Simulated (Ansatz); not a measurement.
## Run report: TaN, single-point calculation (part 2 of 3)

TaN (P-62m, 6 atoms in the cell); DFT PBE+U, scalar-relativistic, plane waves, PAW, Ueff = 3 eV on Ta atom 1 d; Ueff = 3 eV on Ta atom 2 d; Ueff = 3 eV on Ta atom 3 d, spin-polarised (Ansatz 0.2.0); cutoff 420 eV, 4×4×6 k-mesh, Gaussian smearing of 0.05 eV, collinear spins. The structure derives from an entry of the Crystallography Open Database. It belongs to a series of runs on one base structure; here: random orbitals: random, high filling.

Geometry of the input (Å; fractional positions):
```
5.1960  0.0000  0.0000
-2.5980  4.4999  0.0000
0.0000  0.0000  2.9110
Ta 0.3333  0.6667  0.5000
Ta 0.6667  0.3333  0.5000
Ta 0.0000  0.0000  0.0000
N  0.3928  0.0000  0.0000
N  0.6071  0.6071  0.0000
N  -0.0000  0.3928  0.0000
```

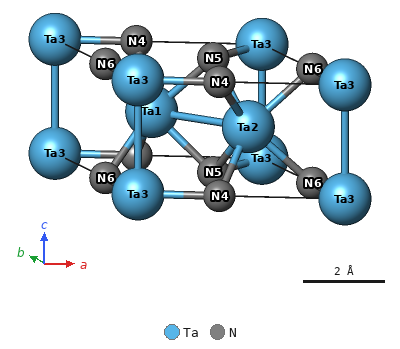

Fig. 1: The structure as given in the input (ball-and-stick view of the cell of the calculation, seen slightly off an axis; atoms are numbered from 1 in the order of the input).

## The program's output, continued
```
SCF iter   1: F=—  HF=-30939.192763 eV  |F-HF|=—  |Δ(HF+E_count)|=         —  Δρ=8.90e-2 (↑8.90e-2 ↓8.37e-2)  dr2=6.03e0  dr2_m=3.44e0  M=0.869 μB ∫|m|=1.589 μB  β_m=0.30  ethr=3.10e-3  ⟨swp⟩=5.9  Hψ=15232  notcnv=0
preconditioner: auto → Kerker (q_TF=auto, 2.625 Å⁻¹)  [metal: Δε(μ)=0.024 eV  Ē_g=11.074 eV  σ=0.050 eV  W_gap=0.27  n_scr=26 (ndim 8)  ℏωp=24.7 eV  f_vac=0.000  D(μ)=2.60/eV (n_scr^D=26)]
spin=Collinear: Kerker preconditioning applied to the charge; magnetization (m = ρ↑ − ρ↓) channel mixes plain (no charge-response kernel on spin).
SCF iter   2: F=—  HF=-30938.814510 eV  |F-HF|=—  |Δ(HF+E_count)|=   3.78e-1  Δρ=6.06e-2 (↑6.06e-2 ↓5.82e-2)  dr2=1.87e0  dr2_m=1.78e0  M=0.664 μB ∫|m|=1.488 μB  β_m=0.30  ethr=3.10e-3  ⟨swp⟩=2.0  Hψ=6068  notcnv=0  defer=269
SCF iter   3: F=—  HF=-30938.831600 eV  |F-HF|=—  |Δ(HF+E_count)|=   1.71e-2  Δρ=4.00e-2 (↑3.92e-2 ↓4.00e-2)  dr2=2.20e-1  dr2_m=8.75e-1  M=0.646 μB ∫|m|=1.509 μB  β_m=0.30  ethr=3.10e-3  ⟨swp⟩=2.3  Hψ=5711  notcnv=0  defer=269
SCF iter   4: F=—  HF=-30938.995326 eV  |F-HF|=—  |Δ(HF+E_count)|=   1.64e-1  Δρ=2.67e-2 (↑2.63e-2 ↓2.67e-2)  dr2=1.41e-2  dr2_m=4.35e-1  M=0.645 μB ∫|m|=1.487 μB  β_m=0.30  ethr=4.07e-4  ⟨swp⟩=2.7  Hψ=5937  notcnv=0  defer=266
SCF iter   5: F=—  HF=-30939.077650 eV  |F-HF|=—  |Δ(HF+E_count)|=   8.23e-2  Δρ=1.89e-2 (↑1.87e-2 ↓1.89e-2)  dr2=6.07e-3  dr2_m=2.20e-1  M=0.632 μB ∫|m|=1.469 μB  β_m=0.30  ethr=2.61e-5  ⟨swp⟩=3.0  Hψ=5948  notcnv=0  defer=266
SCF iter   6: F=—  HF=-30939.119764 eV  |F-HF|=—  |Δ(HF+E_count)|=   4.21e-2  Δρ=1.35e-2 (↑1.35e-2 ↓1.35e-2)  dr2=7.81e-4  dr2_m=1.13e-1  M=0.604 μB ∫|m|=1.449 μB  β_m=0.30  ethr=1.12e-5  ⟨swp⟩=2.2  Hψ=5020  notcnv=0  defer=266
SCF iter   7: F=—  HF=-30939.142150 eV  |F-HF|=—  |Δ(HF+E_count)|=   2.24e-2  Δρ=9.72e-3 (↑9.72e-3 ↓9.68e-3)  dr2=1.61e-4  dr2_m=5.86e-2  M=0.581 μB ∫|m|=1.434 μB  β_m=0.30  ethr=1.45e-6  ⟨swp⟩=2.0  Hψ=5578  notcnv=0  defer=266
Mixer restart at iter 7: flushing history
spin-set hold released at iteration 7 (site moments contracting): the magnetisation degrees of freedom join the quasi-Newton model from the next iteration; the mixer history was flushed
SCF iter   8: F=—  HF=-30939.154148 eV  |F-HF|=—  |Δ(HF+E_count)|=   1.20e-2  Δρ=7.03e-3 (↑7.03e-3 ↓6.98e-3)  dr2=1.26e-4  dr2_m=3.06e-2  M=0.563 μB ∫|m|=1.422 μB  β_m=0.65  ethr=2.98e-7  ⟨swp⟩=2.0  Hψ=6158  notcnv=0  defer=266
SCF iter   9: F=—  HF=-30939.168531 eV  |F-HF|=—  |Δ(HF+E_count)|=   1.44e-2  Δρ=4.26e-4 (↑4.10e-4 ↓4.26e-4)  dr2=4.50e-5  dr2_m=9.72e-5  M=0.500 μB ∫|m|=1.387 μB  β_m=0.82  ethr=2.33e-7  ⟨swp⟩=3.0  Hψ=7537  notcnv=0  defer=266
SCF iter  10: F=—  HF=-30939.168693 eV  |F-HF|=—  |Δ(HF+E_count)|=   1.61e-4  Δρ=1.73e-4 (↑1.73e-4 ↓1.59e-4)  dr2=1.10e-5  dr2_m=1.47e-5  M=0.493 μB ∫|m|=1.382 μB  β_m=0.91  ethr=8.34e-8  ⟨swp⟩=2.1  Hψ=6022  notcnv=0  defer=266
SCF iter  11: F=—  HF=-30939.168719 eV  |F-HF|=—  |Δ(HF+E_count)|=   2.63e-5  Δρ=2.51e-5 (↑1.89e-5 ↓2.51e-5)  dr2=1.20e-6  dr2_m=6.25e-8  M=0.490 μB ∫|m|=1.379 μB  β_m=0.89  ethr=2.04e-8  ⟨swp⟩=2.0  Hψ=6081  notcnv=0  defer=266
SCF iter  12: F=—  HF=-30939.168719 eV  |F-HF|=—  |Δ(HF+E_count)|=   1.43e-7  Δρ=1.04e-5 (↑1.04e-5 ↓8.54e-6)  dr2=1.81e-7  dr2_m=1.35e-8  M=0.490 μB ∫|m|=1.379 μB  β_m=0.93  ethr=2.22e-9  ⟨swp⟩=2.0  Hψ=5041  notcnv=0  defer=266
SCF iter  13: F=—  HF=-30939.168719 eV  |F-HF|=—  |Δ(HF+E_count)|=   8.99e-9  Δρ=3.19e-6 (↑3.19e-6 ↓2.86e-6)  dr2=1.93e-8  dr2_m=2.08e-9  M=0.490 μB ∫|m|=1.379 μB  β_m=0.93  ethr=1.85e-10  ⟨swp⟩=14.4  Hψ=23667  notcnv=0
Mixer restart at iter 13: flushing history
SCF iter  14: F=—  HF=-30939.169173 eV  |F-HF|=—  |Δ(HF+E_count)|=         —  Δρ=2.97e-6 (↑2.97e-6 ↓2.84e-6)  dr2=2.21e-8  dr2_m=8.32e-10  M=0.490 μB ∫|m|=1.379 μB  β_m=0.93  ethr=3.57e-11  ⟨swp⟩=2.0  Hψ=4246  notcnv=0
SCF iter  15: F=—  HF=-30944.911057 eV  |F-HF|=—  |Δ(HF+E_count)|=    5.74e0  Δρ=1.29e-2 (↑1.29e-2 ↓1.16e-2)  dr2=1.32e-1  dr2_m=5.64e-2  M=0.125 μB ∫|m|=0.638 μB  β_m=0.05  ethr=3.57e-11  ⟨swp⟩=23.2  Hψ=53137  notcnv=0
SCF iter  16: F=—  HF=-30944.940180 eV  |F-HF|=—  |Δ(HF+E_count)|=   2.91e-2  Δρ=1.23e-2 (↑1.23e-2 ↓1.09e-2)  dr2=1.11e-1  dr2_m=5.19e-2  M=0.125 μB ∫|m|=0.617 μB  β_m=0.06  ethr=3.57e-11  ⟨swp⟩=5.3  Hψ=13323  notcnv=0
SCF iter  17: F=—  HF=-30944.970121 eV  |F-HF|=—  |Δ(HF+E_count)|=   2.99e-2  Δρ=1.13e-2 (↑1.13e-2 ↓9.83e-3)  dr2=9.06e-2  dr2_m=4.33e-2  M=0.125 μB ∫|m|=0.586 μB  β_m=0.11  ethr=3.57e-11  ⟨swp⟩=5.7  Hψ=13882  notcnv=0
SCF iter  18: F=—  HF=-30945.042803 eV  |F-HF|=—  |Δ(HF+E_count)|=   7.27e-2  Δρ=1.04e-2 (↑1.04e-2 ↓6.71e-3)  dr2=3.67e-2  dr2_m=3.32e-2  M=0.125 μB ∫|m|=0.530 μB  β_m=0.14  ethr=3.57e-11  ⟨swp⟩=6.5  Hψ=16045  notcnv=0
SCF iter  19: F=—  HF=-30945.159350 eV  |F-HF|=—  |Δ(HF+E_count)|=   1.17e-1  Δρ=8.96e-3 (↑8.96e-3 ↓4.58e-3)  dr2=2.41e-2  dr2_m=2.17e-2  M=0.124 μB ∫|m|=0.456 μB  β_m=0.63  ethr=3.57e-11  ⟨swp⟩=6.5  Hψ=15226  notcnv=0  defer=61
SCF iter  20: F=—  HF=-30945.349549 eV  |F-HF|=—  |Δ(HF+E_count)|=   1.90e-1  Δρ=1.76e-3 (↑1.76e-3 ↓1.23e-3)  dr2=1.39e-3  dr2_m=1.03e-3  M=0.077 μB ∫|m|=0.129 μB  β_m=0.87  ethr=3.57e-11  ⟨swp⟩=7.0  Hψ=18397  notcnv=0  defer=180
SCF iter  21: F=—  HF=-30945.355362 eV  |F-HF|=—  |Δ(HF+E_count)|=   5.81e-3  Δρ=3.76e-4 (↑3.76e-4 ↓2.65e-4)  dr2=1.14e-4  dr2_m=3.88e-5  M=0.050 μB ∫|m|=0.056 μB  β_m=0.93  ethr=3.57e-11  ⟨swp⟩=6.1  Hψ=15221  notcnv=0  defer=248
SCF iter  22: F=—  HF=-30945.355543 eV  |F-HF|=—  |Δ(HF+E_count)|=   1.81e-4  Δρ=1.86e-4 (↑1.86e-4 ↓1.70e-4)  dr2=2.88e-5  dr2_m=1.19e-5  M=0.038 μB ∫|m|=0.041 μB  β_m=0.97  ethr=3.57e-11  ⟨swp⟩=5.0  Hψ=11355  notcnv=0  defer=248
SCF iter  23: F=—  HF=-30945.355599 eV  |F-HF|=—  |Δ(HF+E_count)|=   5.55e-5  Δρ=1.14e-4 (↑1.14e-4 ↓1.08e-4)  dr2=1.10e-5  dr2_m=5.29e-6  M=0.029 μB ∫|m|=0.032 μB  β_m=0.98  ethr=3.57e-11  ⟨swp⟩=4.7  Hψ=10835  notcnv=0  defer=248
SCF iter  24: F=—  HF=-30945.355628 eV  |F-HF|=—  |Δ(HF+E_count)|=   2.93e-5  Δρ=6.45e-5 (↑6.45e-5 ↓5.89e-5)  dr2=3.09e-7  dr2_m=2.33e-6  M=0.021 μB ∫|m|=0.023 μB  β_m=0.99  ethr=3.57e-11  ⟨swp⟩=4.1  Hψ=10266  notcnv=0  defer=248
SCF iter  25: F=—  HF=-30945.355650 eV  |F-HF|=—  |Δ(HF+E_count)|=   2.21e-5  Δρ=3.17e-5 (↑2.81e-5 ↓3.17e-5)  dr2=4.14e-7  dr2_m=5.04e-7  M=0.010 μB ∫|m|=0.011 μB  β_m=1.00  ethr=3.57e-11  ⟨swp⟩=4.1  Hψ=10175  notcnv=0  defer=247
SCF iter  26: F=—  HF=-30945.355655 eV  |F-HF|=—  |Δ(HF+E_count)|=   4.60e-6  Δρ=1.56e-5 (↑1.53e-5 ↓1.56e-5)  dr2=4.20e-8  dr2_m=1.40e-7  M=0.005 μB ∫|m|=0.005 μB  β_m=1.00  ethr=3.57e-11  ⟨swp⟩=11.3  Hψ=25881  notcnv=0
iter 27 did not close the SCF: its close was put off for a magnetic moment that had not settled (scf_convergence_deferred on its scf_iter line)
SCF iter  27: F=-30945.355656 eV  HF=-30945.355656 eV  |F-HF|=2.00e-8  |Δ(HF+E_count)|=   1.53e-6  Δρ=6.41e-6 (↑4.41e-6 ↓6.41e-6)  dr2=3.57e-8  dr2_m=1.31e-8  M=0.000 μB ∫|m|=0.001 μB  β_m=1.00  ethr=3.57e-11  ⟨swp⟩=10.0  Hψ=25635  notcnv=0
iter 28 did not close the SCF: its close was put off for a magnetic moment that had not settled (scf_convergence_deferred on its scf_iter line)
SCF iter  28: F=-30945.355656 eV  HF=-30945.355656 eV  |F-HF|=1.15e-8  |Δ(HF+E_count)|=   1.03e-7  Δρ=3.55e-6 (↑3.54e-6 ↓3.55e-6)  dr2=2.41e-8  dr2_m=2.17e-9  M=0.000 μB ∫|m|=0.000 μB  β_m=0.95  ethr=3.57e-11  ⟨swp⟩=6.0  Hψ=21394  notcnv=0
iter 29 did not close the SCF: its close was put off for a magnetic moment that had not settled (scf_convergence_deferred on its scf_iter line)
SCF iter  29: F=-30945.355656 eV  HF=-30945.355656 eV  |F-HF|=9.71e-10  |Δ(HF+E_count)|=   1.12e-8  Δρ=1.34e-6 (↑1.30e-6 ↓1.34e-6)  dr2=2.01e-9  dr2_m=5.57e-10  M=0.000 μB ∫|m|=0.000 μB  β_m=0.98  ethr=3.57e-11  ⟨swp⟩=6.0  Hψ=19742  notcnv=0
iter 30 did not close the SCF: its close was put off for a magnetic moment that had not settled (scf_convergence_deferred on its scf_iter line)
SCF iter  30: F=-30945.355656 eV  HF=-30945.355656 eV  |F-HF|=1.35e-10  |Δ(HF+E_count)|=   4.34e-9  Δρ=4.18e-7 (↑4.18e-7 ↓4.04e-7)  dr2=2.23e-10  dr2_m=7.17e-11  M=0.000 μB ∫|m|=0.000 μB  β_m=0.99  ethr=3.73e-12  ⟨swp⟩=5.0  Hψ=18790  notcnv=0
SCF iter  31: F=-30945.355656 eV  HF=-30945.355656 eV  |F-HF|=3.64e-12  |Δ(HF+E_count)|=  5.86e-10  Δρ=1.65e-7 (↑1.65e-7 ↓1.29e-7)  dr2=2.79e-11  dr2_m=6.25e-12  M=0.000 μB ∫|m|=0.000 μB  ethr=1.00e-12  ⟨swp⟩=4.4  Hψ=17143  notcnv=0
WARN: the starting moments were not kept: the SCF closed with an absolute magnetisation of 1.0e-5 μB, where they sum to 6 μB in size (3 sites). That is at most 0.1 of that sum. Measured as dr2_m measures the in/out step, that magnetisation stands 1.4e-11 eV from none, at or under the dr2_threshold of 1.0e-7 eV: it is no larger than a step whose dr2_m would equal this threshold. The system may hold no moment; this SCF shows only that its start led to no more than that. To try another start: raise the starting moments (crystal.atoms[].spin, magnetization.per_species, magnetization.initial_magnetization, or on a non-collinear deck that types none of these the spinor_matrix: blocks that start its atoms; where the total moment is fixed, keep their sum and leave initial_magnetization as it is; typed ones take the place of any that the run laid by itself, positive ones on a crystal's lanthanoids without a Hubbard term where scf.initial_density.shell_occupations: [] is typed) or, if the notice of its spin-set hold's release reads "site moments contracting" or "site moments show no strong build", lengthen the hold (scf.mixing.spin_hold: { on: { confirm: 4 } }; for m-r²SCAN on two components see the key's manual first). Each may lead to a state that holds a moment. A second SCF, from the converged charge density, with the starting moments and any scf.initial_density.shell_occupations laid on it anew, would have followed, and was not run: the deck does not ask for one (magnetization.retry_lost_moments is false, the default). To let it run, set magnetization.retry_lost_moments: true and run the deck again, where that key's refused combinations let it; where memory then withholds it, that run's warning says so.
WARN: hamiltonian.hubbard: on 3 of 6 specified blocks the occupation matrix of this SCF's result fails the test of the specified filling. At site 0 ↑ (sites count from 0 in the list of atoms of the cell that this SCF solves) the least filled combination of the orbitals specified full has occupation 0.333, and the fullest combination of the orbitals specified empty has occupation 0.401; the filling counts as kept where the first is at least 0.75 and exceeds the second by more than 0.25. The same holds at site 1 ↑, site 2 ↑. The state of this SCF's result may not hold the specified filling, though these bounds can also misjudge a state that does. This warning does not say which state is lower in energy, or whether the specified filling is a self-consistent state at all; see hamiltonian.hubbard.sites[].starting_ns, Limitations, and scf.initial_density.shell_occupations in the input reference
SCF 1 converged in 31 iterations: F = -30945.355656 eV  dr2 = 2.79e-11
  greatest PAW one-centre occupation: 0.999 electrons in one spin orbital (limit 2), on the Ta atom at site 2 (counted from 0), in its partial waves of l = 0
SCF converged after 31 iterations
Magnetization: 0.0000 μB (27.0000 up, 27.0000 down)
Absolute magnetization: 0.0000 μB (∫|ρ↑−ρ↓|, with the PAW one-centre terms)
Spin contamination: 0.0000 ħ² per cell (⟨S²⟩ above its minimum at these occupations)
Per-site moments (μB) at R_I (Å): [(3.467723517862074e-7, 0.892213750721576), (3.216635190150956e-7, 0.892213750721576), (1.1065568021026173e-6, 0.8420150719977306), (-1.566248363560747e-8, 0.8420150719977306), (2.016271985998372e-7, 0.8420150719977306), (1.8909152460681716e-7, 0.8420150719977306)]
Free energy (F): -30945.355656 eV
Harris-Foulkes:  -30945.355656 eV  (|F-HF|=3.64e-12)
Internal energy: -30945.352173 eV  (E = F + TS)
E sigma→0 (E₀):  -30945.353915 eV
Entropy (-TS):   -0.003483 eV (-0.581 meV/atom)
Fermi energy:    20.032542 eV
--- Per-component energies (eV) ---
  E_band       = -214.485966
  E_kinetic    = 1499.206443
  E_local      = -2029.883142  (includes V_loc(G=0)·N_el)
  E_nonlocal   = 179.878249
  E_hartree    = 688.558057
  E_xc         = -839.556922
  E_vxc        = -846.672790  (∫ρ·V_xc dr)
  E_hubbard    = 10.302019  (on-site DFT+U / exact-exchange correction)
  E_vhub       = 4.065412  (the Hubbard potential's part of the band-sum identity)
  E_paw        = -25572.952017  (= ΣΔE_a)
  E_vpaw       = -398.197112  (= ΣTr[D̂ρ^β])
  E_aug_tail   = 0.000857  (compensation charges beyond the density's cutoff)
  E_ewald      = -4880.905716
  E_smearing   = -0.003483  (= −TS)
  E_closure    = 0.000000  (closes the sum)
  Σ components = -30945.355656   (vs F -30945.355656, Δ=0.00e0)
--- Specified on-site occupations, and those of the state reported ---
  electrons in the specified blocks: 6.3000 specified, 11.0258 found
  site 1 (l=d) ↑: largest change of an orbital's occupation 0.6389; electrons 2.0000 specified, 1.8189 found; spectral distance 0.9494
  site 0 (l=d) ↑: largest change of an orbital's occupation 0.6389; electrons 2.0000 specified, 1.8189 found; spectral distance 0.9494
  site 2 (l=d) ↑: largest change of an orbital's occupation 0.6261; electrons 2.0000 specified, 1.8750 found; spectral distance 0.9560
  site 2 (l=d) ↓: largest change of an orbital's occupation 0.4774; electrons 0.1000 specified, 1.8750 found; spectral distance 0.8057
  site 1 (l=d) ↓: largest change of an orbital's occupation 0.4328; electrons 0.1000 specified, 1.8189 found; spectral distance 0.7795
  site 0 (l=d) ↓: largest change of an orbital's occupation 0.4328; electrons 0.1000 specified, 1.8189 found; spectral distance 0.7795
--- Forces (eV/Å), atoms counted from 1 ---
  atom   1  Ta     0.00000153     0.00000067    -0.00000015
  atom   2  Ta    -0.00000216     0.00000013    -0.00000004
  atom   3  Ta     0.00000249    -0.00000029     0.00000008
  atom   4  N      0.04578719    -0.00000005     0.00000040
  atom   5  N     -0.02289438    -0.03965306    -0.00000023
  atom   6  N     -0.02289454     0.03965350     0.00000003
  max |Σ_I F_I| component: 9.02e-7 eV/Å
--- Stress (GPa, compression-positive) ---
        7.401509      -0.000003      -0.000006
       -0.000003       7.401502      -0.000005
       -0.000006      -0.000005       8.333812
  P = ⅓ Tr σ = 7.7123 GPa (77.123 kbar)
--- Band table (eV; the first three rows and the last of 104) ---
  k-point 0 ↑: bands = ["-49.7652", "-49.7190", "-49.1497", "-16.5640", "-16.5640", "-16.2230", "-16.2230", "-16.0202", "-15.9132", "-15.8096", "-15.8096", "-15.1553", "1.5084", "4.2997", "4.2997", "10.4921", "13.3352", "13.3352", "13.3541", "14.2828", "14.2828", "14.9390", "14.9390", "15.4932", "16.5309", "17.8813", "19.1180", "19.1180", "20.8215", "20.8215", "21.6458", "21.8873", "21.8873", "22.2908", "23.3612", "23.3612"]
```
